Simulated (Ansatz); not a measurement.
System: Co, space group P-3m1 (No. 164).

Structure:
```cif
data_structure
_symmetry_space_group_name_H-M 'P 1'
_symmetry_Int_Tables_number 1
_cell_length_a 2.4874
_cell_length_b 2.4874
_cell_length_c 4.0633
_cell_angle_alpha 90.000
_cell_angle_beta 90.000
_cell_angle_gamma 120.000
_cell_volume 21.77
loop_
_atom_site_label
_atom_site_type_symbol
_atom_site_fract_x
_atom_site_fract_y
_atom_site_fract_z
_atom_site_occupancy
Co1 Co 0.33333 0.66667 0.74014 1
Co2 Co 0.66667 0.33333 0.25986 1
```

Calculation (Ansatz 0.2.0): all-electron LAPW DFT, collinear spins; energies at scaled volumes of the given cell, shape and fractions fixed, counted from the fit's minimum, third-order Birch-Murnaghan fit. Level: PBE, collinear spin.

k mesh 12×12×7; occupations Fermi–Dirac; smearing width 0.05 eV; potentials all electron LAPW, scalar relativistic; program settings basis error eV/atom 0.0005.

Predict the energy, pressure and cell moment against volume. The volume takes the values 10.23, 10.45, 10.67, 10.89, 11.10, 11.32, 11.54 Å³/atom.

A third-order Birch–Murnaghan fit gives V0 = 10.92 Å³/atom, B0 = 208 GPa and B′ = 4.2. The energy is 31.68 meV/atom at volume 10.23 Å³/atom and 20.62 meV/atom at 11.54 Å³/atom; the lowest computed point is at volume 10.89 Å³/atom (0.08 meV/atom). The pressure falls from 15.57 GPa at volume 10.23 Å³/atom to −10.22 GPa at 11.54 Å³/atom, and changes sign near 10.92 Å³/atom. The cell moment rises from 3.13 μB at volume 10.23 Å³/atom to 3.36 μB at 11.54 Å³/atom.

| volume (Å³/atom) | energy (meV/atom) | pressure (GPa) | cell moment (μB) |
| --- | --- | --- | --- |
| 10.23 | 31.68 | 15.57 | 3.13 |
| 10.45 | 14.30 | 10.10 | 3.19 |
| 10.67 | 3.99 | 5.15 | 3.24 |
| 10.89 | 0.08 | 0.69 | 3.27 |
| 11.10 | 1.91 | −3.32 | 3.31 |
| 11.32 | 8.92 | −6.94 | 3.34 |
| 11.54 | 20.62 | −10.22 | 3.36 |

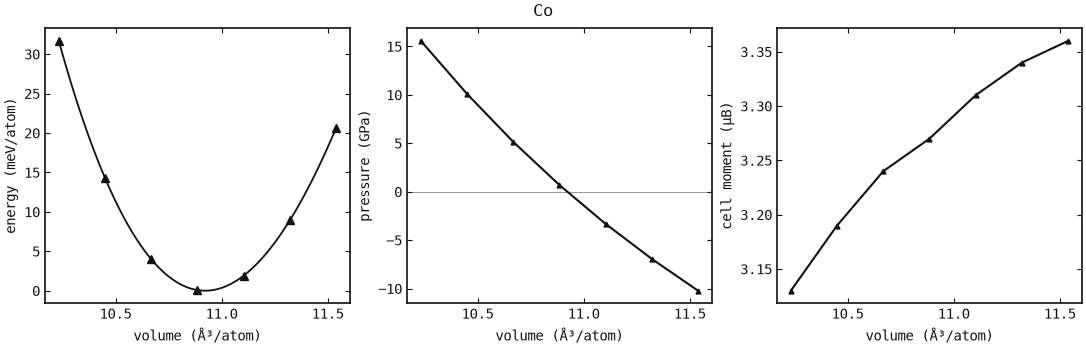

Note: shape and atomic fractions are frozen while scaling, which makes layered, chain and framework solids too stiff.
